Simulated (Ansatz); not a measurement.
TiAl$_{2}$

```xyz
48
Lattice="3.8764 -3.8764 0.0000 3.9608 3.9608 0.0000 0.0000 0.0000 23.7453" Properties=species:S:1:pos:R:3 pbc="T T T"
Ti    3.9186    0.0422   10.0174
Ti    0.0000    0.0000   10.0174
Ti    1.9382   -1.9382   21.8901
Ti    1.9804    1.9804   21.8901
Ti    3.8975   -1.9171    4.0811
Ti    3.9397    2.0015    4.0811
Ti    5.8779    0.0633   15.9537
Ti    1.9593    0.0211   15.9537
Ti    1.9382   -1.9382    1.8552
Ti    1.9804    1.9804    1.8552
Ti    3.9186    0.0422   13.7279
Ti    0.0000    0.0000   13.7279
Ti    3.8975   -1.9171    7.7915
Ti    3.9397    2.0015    7.7915
Ti    5.8779    0.0633   19.6642
Ti    1.9593    0.0211   19.6642
Al    5.8779    0.0633    3.8871
Al    1.9593    0.0211    3.8871
Al    3.8975   -1.9171   15.7597
Al    3.9397    2.0015   15.7597
Al    5.8779    0.0633    0.0005
Al    1.9593    0.0211    0.0005
Al    3.8975   -1.9171   11.8731
Al    3.9397    2.0015   11.8731
Al    3.8975   -1.9171   23.7448
Al    3.9397    2.0015   23.7448
Al    5.8779    0.0633   11.8722
Al    1.9593    0.0211   11.8722
Al    3.9186    0.0422    2.0492
Al    0.0000    0.0000    2.0492
Al    1.9382   -1.9382   13.9219
Al    1.9804    1.9804   13.9219
Al    1.9382   -1.9382    9.8234
Al    1.9804    1.9804    9.8234
Al    3.9186    0.0422   21.6961
Al    0.0000    0.0000   21.6961
Al    3.9186    0.0422    5.9358
Al    0.0000    0.0000    5.9358
Al    1.9382   -1.9382   17.8085
Al    1.9804    1.9804   17.8085
Al    1.9382   -1.9382    5.9368
Al    1.9804    1.9804    5.9368
Al    3.9186    0.0422   17.8094
Al    0.0000    0.0000   17.8094
Al    5.8779    0.0633    7.9855
Al    1.9593    0.0211    7.9855
Al    3.8975   -1.9171   19.8582
Al    3.9397    2.0015   19.8582
```

Space group Fddd; a structure from a database of computed crystals, not necessarily the ambient phase; changed on purpose from its base cell (biaxial strain in the a-b plane, c and atoms relaxed: -1.5 %); computed pressure about 3 GPa in this cell; computed without spin polarisation.

Computed with DFT PBEsol, scalar-relativistic, plane waves, PAW (Ansatz).

In a PAW calculation such maps are meaningful between the atoms, not at the nuclei.

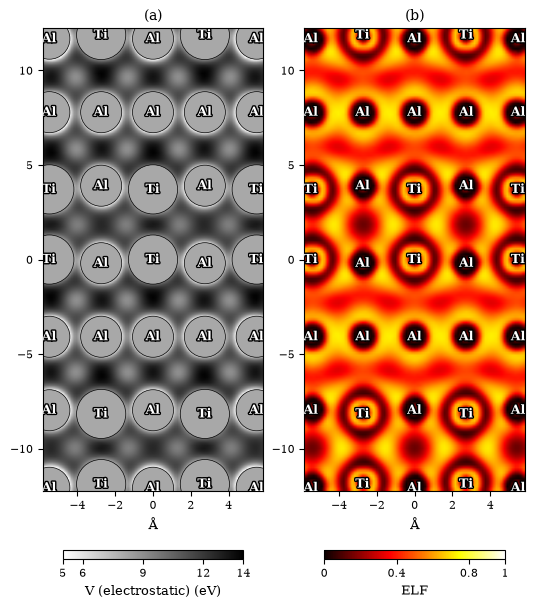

Figure 1. (a) electrostatic potential energy of an electron; (b) electron localisation function on the (010) plane of the conventional cell. Grey discs cover the atomic cores in the potential map.

**What do the fields say about this system?**

- The section cuts through Ti and Al sites.
- Al–Al (2.74 Å): the ELF peaks at about 0.70 between the atoms.
- Ti–Al (2.75 Å): the ELF is about 0.35 at the midpoint.
- The features right at Ti lie inside the PAW spheres, where the map follows smoothed inner orbitals and isn't to be read closely.
- Outside the cores the potential energy rises away from the atoms and is highest about 1.9 Å from the nearest atoms; its zero is arbitrary.

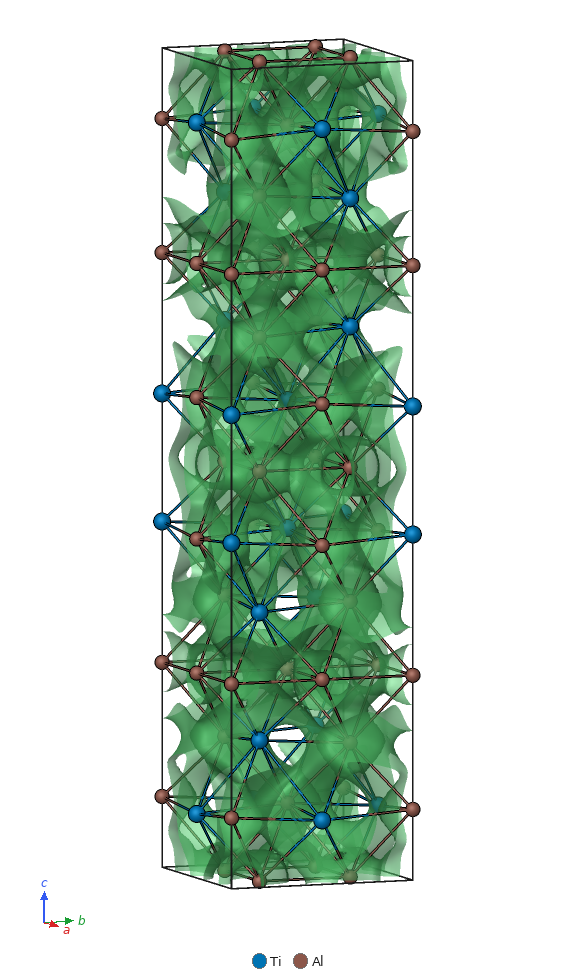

Figure 2. Isosurface of the ELF at 0.55 (green), seen slightly off an axis. Core shells and regions of very low density are left out. Sticks mark near contacts.

**Describe the localisation domains.**

At this value the surface marks out one network that runs through the whole crystal, counted in one cell of 48 atoms. Regions shared between cells count once.


Al–Al (2.69 Å): the ELF peaks at about 0.70 between the atoms. Ti–Al (2.70 Å): the ELF is about 0.30 at the midpoint.

**Does the calculation make it a metal, or give it a gap?**

It is metallic or semimetallic at this level of theory: no gap opens.
